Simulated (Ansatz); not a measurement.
MoP: several calculations on one system

Part 1: Relaxation

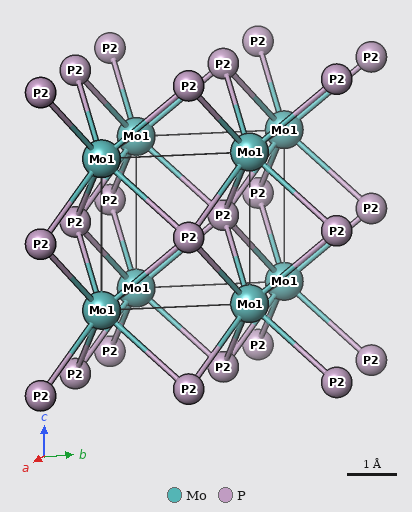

A crystal of MoP (set up in P-6m2), before the relaxation. A ball-and-stick model of the cell of the calculation, seen slightly off an axis.

The calculation used DFT PBEsol, scalar-relativistic, plane waves, PAW in Ansatz 0.2.0.

The input:
```yaml
crystal:
  lattice:
    - [3.2230000535, 0.0, 0.0]
    - [-1.6115000268, 2.7911999227, 0.0]
    - [0.0, 0.0, 3.191]
  atoms:
    - { symbol: Mo, position: [0.0, 0.0, 0.0] }
    - { symbol: P, position: [0.3333333333, 0.6666666667, 0.5] }
basis:
  ecutwfc: 420
kpoints:
  mp_grid: { grid: [15, 15, 14] }
hamiltonian:
  xc: pbesol
scf:
  occupations: { method: gaussian, width: 0.1 }
output:
  forces: true
  stress: true
  eigenvalues: true
relax:
  adjacent_minimum: "off"
  f_tol: 0.005
  max_steps: 80
  cell: { stress_tol: 0.05 }
```

**Predict the outcome.**

Over 3 accepted moves (4 points after the start) the energy falls by 5.3 meV per cell of the calculation. All forces vanish by symmetry, so only the cell relaxes. Pressure: −3.69 GPa at the start and 0.00 GPa at the end. At 1 point the geometry stayed and the basis and grid were re-selected for the new cell (energy shift of 0.1 meV per cell of the calculation at most each time). No atom moves by more than 0.005 Å relative to the cell. Cell: a = b 3.223 → 3.207 Å (−0.5 %), c 3.191 → 3.173 Å (−0.6 %). Volume −1.6 %. Among the contacts that change: Mo1–P2 2.451 → 2.438 Å. The space group stays P-6m2 (No. 187).

History of the run:

```tsv
step	E − E(0), meV/atom	pressure, GPa	volume, Å³/atom	note
0	0.00	-3.69	14.353	
1	-2.43	1.06	14.063	
2	-2.64	0.01	14.134	
3	-2.67	0.00	14.130	
4	-2.63	0.00	14.130	same geometry, new basis
```

Part 2: Relaxation

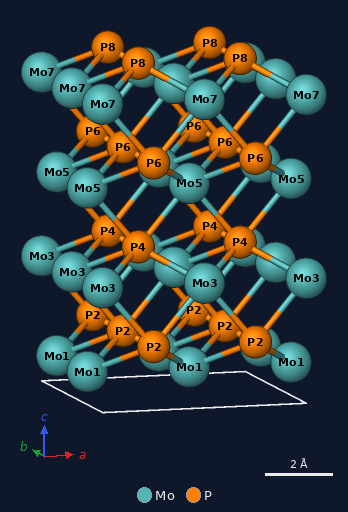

A slab of composition MoP (cut from the P-6m2 phase), before the relaxation. A ball-and-stick model of the 2 × 2 repeat of the cell, outlined in the plane, without the vacuum, seen slightly off an axis.

Case: (1 0 0) slab, atoms relaxed. The slab is the (1 0 0) face of MoP.

Method: DFT PBEsol, scalar-relativistic, plane waves, PAW (Ansatz).

The input:
```yaml
crystal:
  lattice:
    - [3.1732667766, 0.0, 0.0]
    - [0.0, 3.2067708574, 0.0]
    - [0.0, 0.0, 24.2571500889]
  atoms:
    - { symbol: Mo, position: [0.0, 0.5, 0.309187187] }
    - { symbol: P, position: [0.5, 0.0, 0.3473497496] }
    - { symbol: Mo, position: [0.0, 0.0, 0.4236748748] }
    - { symbol: P, position: [0.5, 0.5, 0.4618374374] }
    - { symbol: Mo, position: [0.0, 0.5, 0.5381625626] }
    - { symbol: P, position: [0.5, 0.0, 0.5763251252] }
    - { symbol: Mo, position: [0.0, 0.0, 0.6526502504] }
    - { symbol: P, position: [0.5, 0.5, 0.690812813] }
basis:
  ecutwfc: 420
kpoints:
  mp_grid: { grid: [11, 11, 1] }
hamiltonian:
  xc: pbesol
scf:
  occupations: { method: gaussian, width: 0.1 }
output:
  forces: true
  eigenvalues: true
relax:
  adjacent_minimum: "off"
  f_tol: 0.02
  max_steps: 60
efield:
  axis: 3
  dipole_correction: true
```

Question: Predict the outcome.

Answer: Mo1 moves most relative to the layer's centre: 0.19 Å along the normal (+c). By element the largest moves are Mo 0.19 Å, P 0.08 Å. The cell stays as it was. Some distances before and after: Mo1–Mo3 3.207 → 2.996 Å, Mo1–P2 2.438 → 2.349 Å, Mo7–P8 2.438 → 2.482 Å, P6–Mo7 2.438 → 2.400 Å. Bond angles that change, for instance: Mo1–P2–Mo1 135.4° → 147.7°, P2–Mo1–P2 135.4° → 147.7°, Mo1–P2–Mo3 82.2° → 77.1°. After 4 geometry steps the energy has fallen by 0.334 eV per cell of the calculation. The largest force component goes from 1.9 to 0.0039 eV/Å. The run took roughly 2.7 core-minutes on a shared host.

The end point in the same view:

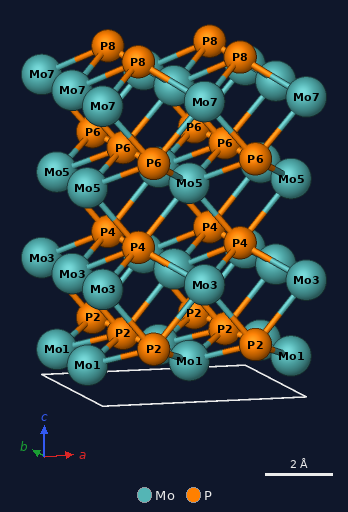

Part 3: A change

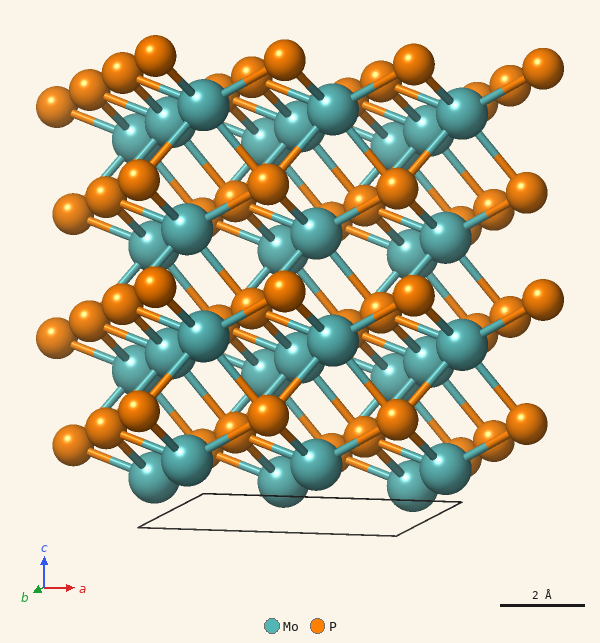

Reference structure: a (1 0 0) slab of MoP as cut from the relaxed bulk. The picture is a ball-and-stick view of the 2 × 2 repeat of the cell, outlined in the plane, without the vacuum, seen from a free direction.

Computed with DFT PBEsol, scalar-relativistic, plane waves, PAW (Ansatz 0.2.0). (plane-wave cutoff 420 eV; occupations gaussian; smearing width 0.1 eV; no spin polarisation) The k-mesh is chosen for each cell (11×11×12, 11×11×1).

The variant: The atoms of the slab are relaxed at the bulk's in-plane cell.

Question: What is the effect?

Answer: The surface energy (mean of the two faces) falls from 2.68 to 2.42 J/m². The top spacing, between the P and Mo planes, goes from 0.93 to 1.03 Å (+11.8 %), the bottom one (Mo to P) from 0.93 to 0.65 Å (−29.4 %). The work function of the top face goes from 5.28 to 5.30 eV. The cell stays as it was. A Mo atom moves most relative to the layer's centre: 0.19 Å along the normal (+c). By element the largest moves are Mo 0.19 Å, P 0.08 Å. Among the bonded contacts that change: Mo–P 2.438 → 2.349 to 2.482 Å.

The changed structure in the same view:

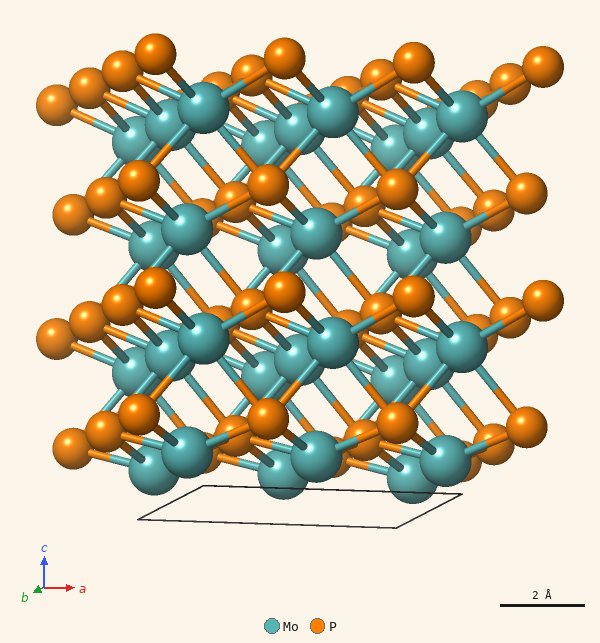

Part 4: Scan

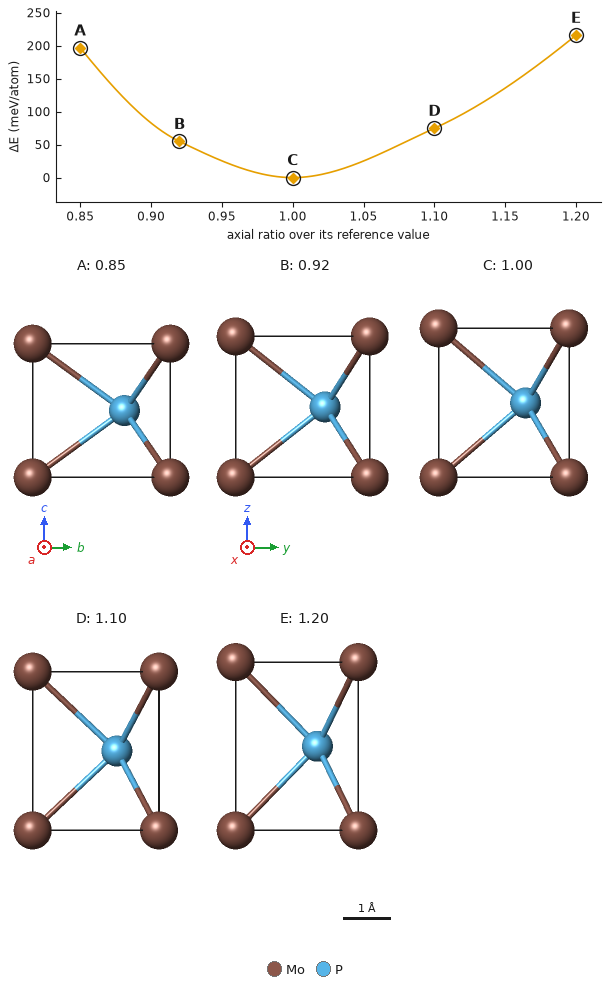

Energy scan for crystalline MoP (P-6m2), in which the ratio of the cell's length along z to its lengths across, counted as 1 for the reference, is changed at fixed volume (a c/a path), with the atoms kept at their fractional coordinates. x, y and z are the Cartesian axes of the input. The lettered frames are marked on the plot. Style: ball-and-stick. Shown: the cell of the calculation, along the a axis.

Theory: Ansatz, DFT PBE, scalar-relativistic, plane waves, PAW. (plane-wave cutoff 420 eV; k-point mesh 18 × 18 × 16; occupations gaussian; smearing width 0.15 eV; no spin polarisation). Energies (free energies at the smearing named) are counted from the cell as listed in its source, which wasn't relaxed.

Q: What does the scan show?

A: Of the computed points the lowest is at the relative ratio 1.00, 0.0 meV/atom. At the ends of the scan the energy is 196.6 meV/atom (0.85) and 215.8 meV/atom (1.20). The unrelaxed reference is under a pressure of 2.7 GPa. The distortion keeps the space group P-6m2. At the relative ratio 1.20 the cell of the drawing goes a 3.223 → 3.033 Å, b 3.223 → 3.033 Å, c 3.191 → 3.603 Å.

The computed points:

| axial ratio over its reference value | ΔE (meV/atom) |
| --- | --- |
| 0.85 | 196.6 |
| 0.92 | 54.9 |
| 1.00 | 0.0 |
| 1.10 | 74.7 |
| 1.20 | 215.8 |
